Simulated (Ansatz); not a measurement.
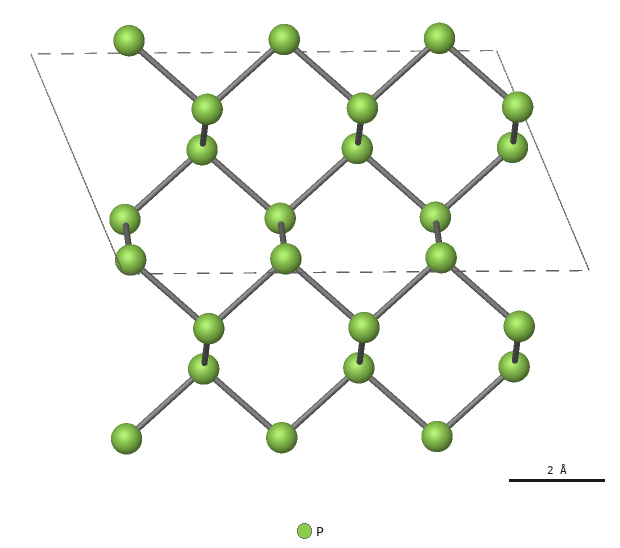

Energy scan for crystalline P (Pmna), in which the crystal is pulled apart rigidly along the normal of the (0 1 1) plane of the conventional cell, at a cut between a plane of P below and one of P above, 0.57 Å apart. One cut stands in each cell, which starts 9.2 Å high; nothing is relaxed, and the dashed outline marks the cut. The picture shows the perfect crystal around the cut (dashed). Style: ball-and-stick. Shown: the layers on both sides of the cut, from the side, nearly along the cut plane.

Theory: DFT PBEsol, scalar-relativistic, plane waves, PAW in Ansatz 0.2.0. Settings: plane-wave cutoff 420 eV; k-point mesh 8 × 1 × 3; occupations gaussian; smearing width 0.05 eV; no spin polarisation. Energies (free energies at the smearing named) are counted from the cell as listed in its source, which wasn't relaxed.

Input file:
```yaml
crystal:
  lattice:
    - [-3.28372772, 0.0, 0.0]
    - [0.0, -34.85703099, 4.63208471]
    - [0.0, 0.0, 9.26416942]
  atoms:
    - { symbol: P, position: [0.0, 0.02973857, 0.781206075] }
    - { symbol: P, position: [0.0, 0.02973857, 0.281206075] }
    - { symbol: P, position: [0.0, 0.97026143, 0.218793925] }
    - { symbol: P, position: [0.0, 0.97026143, 0.718793925] }
    - { symbol: P, position: [0.5, 0.97026143, 0.060944645] }
    - { symbol: P, position: [0.5, 0.97026143, 0.560944645] }
    - { symbol: P, position: [0.5, 0.02973857, 0.939055355] }
    - { symbol: P, position: [0.5, 0.02973857, 0.439055355] }
basis:
  ecutwfc: 420
kpoints:
  mp_grid: { grid: [8, 1, 3] }
hamiltonian:
  xc: pbesol
scf:
  occupations: { method: gaussian, width: 0.05 }
output:
  forces: true
  stress: true
  eigenvalues: true
  write_density: true
  write_potential: true
  elf: true
  volumetric_format: npy
```

Command:
```bash
ansatz run input.yaml --threads 2 --pin off --max-ram 5120MiB --backend cpu --events-out ev --progress --plain --runs-dir out
```

> Give the energy at each point (the opening: −0.30, −0.15, 0.00, 0.25, 0.50, 0.75, 1.00, 1.50, 2.00, 3.00, 4.50, 6.00 Å).

```
opening (Å)  ΔE per area (J/m²)
      −0.30               0.005
      −0.15              −0.001
       0.00               0.000
       0.25               0.015
       0.50               0.045
       0.75               0.084
       1.00               0.121
       1.50               0.181
       2.00               0.220
       3.00               0.253
       4.50               0.260
       6.00               0.260
```

At the widest opening, 6.00 Å, the energy has risen by 0.260 J/m², where the curve has levelled off: this is the ideal work of separation, the sum of the two unrelaxed surface energies of a slab 9.2 Å thick. The steepest rise lies between 0.50 Å and 0.75 Å, with a mean traction of about 1.6 GPa. Pressing the cut together by 0.30 Å costs 0.005 J/m². The band gap on the mesh, 0.88 eV in the reference, closes at 0.75 Å, 1.00 Å, 1.50 Å, 2.00 Å, 3.00 Å, 4.50 Å, 6.00 Å.

As a plot:

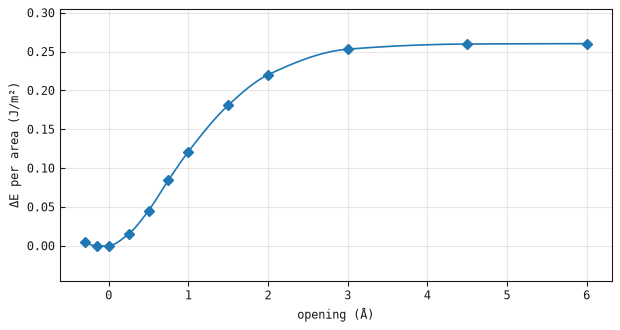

Limits of the set-up: layers or molecules are held without a dispersion correction, so their spacing is unreliable.
